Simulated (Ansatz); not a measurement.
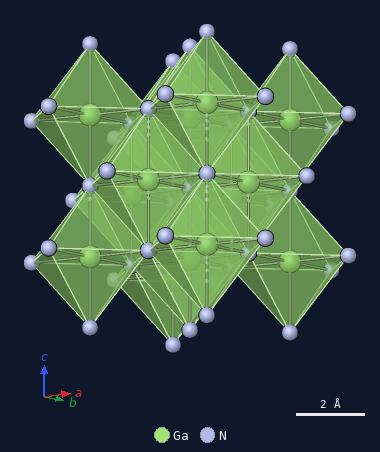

Starting structure of a crystal of GaN (set up in Fm-3m). The picture is a polyhedral view of the conventional cell (4 times the calculation's cell), seen from a free direction. Lengths and directions refer to the drawn axes.

The run lets cell and atoms move.

Computed with Kohn-Sham DFT of a periodic cell, PBEsol, Ansatz PAW (Ansatz).

Input
```yaml
crystal:
  lattice:
    - [0.0, 2.135235, 2.135235]
    - [2.135235, 0.0, 2.135235]
    - [2.135235, 2.135235, 0.0]
  atoms:
    - { symbol: Ga, position: [0.0, 0.0, 0.0] }
    - { symbol: "N", position: [0.5, 0.5, 0.5] }
hamiltonian:
  xc: pbesol
  pseudopotentials: { kind: paw }
kpoints:
  mp_grid: { grid: [11, 11, 11] }
scf:
  occupations: { method: fermi_dirac, width: 0.05 }
output:
  forces: true
  stress: true
  eigenvalues: true
relax:
  f_tol: 0.01
  max_steps: 40
  cell: { stress_tol: 0.05 }
```

Run as
```bash
ansatz run input.yaml --threads 2 --pin off --max-ram 5632MiB --backend cpu --events-out ev --progress --plain --runs-dir out
```

**Where does the relaxation end?**

Over 4 accepted moves (6 points after the start) the energy falls by 8.5 meV per atom. All forces vanish by symmetry, so only the cell relaxes. The pressure goes from −7.69 to 0.00 GPa. At 2 points the geometry stayed and the basis and grid were re-selected for the new cell (energy shift of 1.2 meV per atom at most each time). No atom moves by more than 0.005 Å relative to the cell. The volume changes by −3.5 %, with a = b = c 4.270 → 4.220 Å (−1.2 %). Among the contacts that change: Ga–N 2.135 → 2.110 Å. The space group stays Fm-3m (No. 225). Cost: 5.3 s on 2 threads of Arm Neoverse V1, on a shared host, peak memory 0.3 GiB.

History of the run:

| step | E − E(0), meV/atom | pressure, GPa | volume, Å³/atom | note |
| --- | --- | --- | --- | --- |
| 0 | 0.00 | -7.69 | 9.735 |  |
| 1 | -8.28 | -2.74 | 9.510 |  |
| 2 | -9.73 | 0.18 | 9.390 |  |
| 3 | -9.70 | 0.00 | 9.398 |  |
| 4 | -8.52 | -0.17 | 9.398 | same geometry, new basis |
| 5 | -8.55 | 0.00 | 9.391 |  |
| 6 | -8.54 | 0.00 | 9.391 | same geometry, new basis |

After the run, drawn alike:

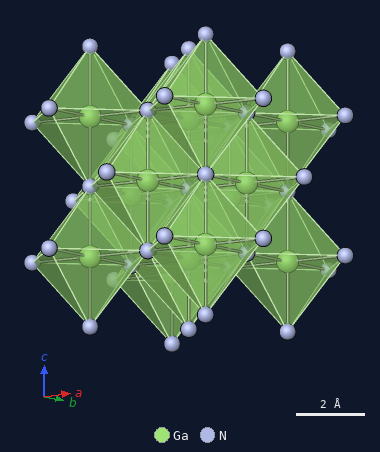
